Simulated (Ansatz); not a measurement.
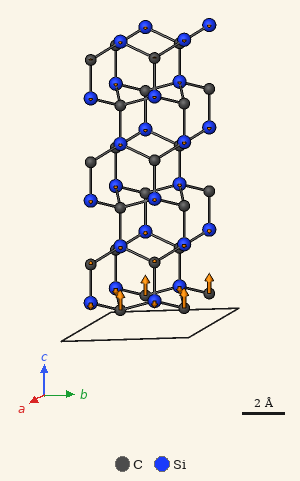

This is a relaxation of a slab of composition SiC (cut from the P6_3mc phase). The starting structure is drawn; orange arrows show the displacements, magnified 5 times.

Style: ball-and-stick. Shown: the 2 × 2 repeat of the cell, outlined in the plane, without the vacuum, slightly off an axis.

Case: (0 0 1) slab, atoms relaxed. The slab is the (0 0 1) face of SiC.

All numbers below come from DFT r2SCAN, scalar-relativistic, plane waves, PAW in Ansatz.

Input
```yaml
crystal:
  lattice:
    - [3.0751950084, 0.0, 0.0]
    - [-1.5375975042, 2.6631969989, 0.0]
    - [0.0, 0.0, 28.2474285646]
  atoms:
    - { symbol: C, position: [0.3333333333, 0.6666666667, 0.2655108936] }
    - { symbol: Si, position: [0.6666666667, 0.3333333333, 0.287708009] }
    - { symbol: C, position: [0.6666666667, 0.3333333333, 0.3548671131] }
    - { symbol: Si, position: [0.3333333333, 0.6666666667, 0.3770642284] }
    - { symbol: C, position: [0.3333333333, 0.6666666667, 0.4442233326] }
    - { symbol: Si, position: [0.6666666667, 0.3333333333, 0.4664204479] }
    - { symbol: C, position: [0.6666666667, 0.3333333333, 0.5335795521] }
    - { symbol: Si, position: [0.3333333333, 0.6666666667, 0.5557766674] }
    - { symbol: C, position: [0.3333333333, 0.6666666667, 0.6229357716] }
    - { symbol: Si, position: [0.6666666667, 0.3333333333, 0.6451328869] }
    - { symbol: C, position: [0.6666666667, 0.3333333333, 0.712291991] }
    - { symbol: Si, position: [0.3333333333, 0.6666666667, 0.7344891064] }
basis:
  ecutwfc: 500
kpoints:
  mp_grid: { grid: [9, 9, 1] }
hamiltonian:
  xc: r2scan
scf:
  occupations: { method: gaussian, width: 0.05 }
output:
  forces: true
  eigenvalues: true
  write_density: true
  write_potential: true
  elf: true
  volumetric_format: npy
relax:
  adjacent_minimum: "off"
  f_tol: 0.02
  max_steps: 60
efield:
  axis: 3
  dipole_correction: true
  ramp_width: 0.04
```

Launched with:
```bash
ansatz run input.yaml --threads 1 --pin off --max-ram 2560MiB --backend cpu --events-out ev --progress --plain --runs-dir out
```

Which element moves most?

Carbon: up to 0.21 Å, against 0.08 Å for silicon.

What happened in the run?

The largest move relative to the layer's centre is that of C1, 0.21 Å along the normal (+c). By element the largest moves are C 0.21 Å, Si 0.08 Å. The lattice vectors keep their values. Some distances before and after: Si2–C3 1.897 → 2.011 Å, C1–Si2 1.883 → 1.808 Å, Si10–C11 1.897 → 1.943 Å, Si6–C7 1.897 → 1.925 Å. Bond angles that change, for instance: C1–Si2–C3 109.5° → 101.0°, Si2–C1–Si2 109.5° → 116.5°, C1–Si2–C1 109.5° → 116.5°. The energy falls by 0.407 eV per cell of the calculation in 5 geometry steps. The largest force component goes from 2.9 to 0.0041 eV/Å. The run may lie on a higher electronic state than the lowest, so the end point isn't shown to be the ground-state structure. Cost: 3.8 min on 1 thread of Arm Neoverse V1, on a shared host, peak memory 0.92 GiB.
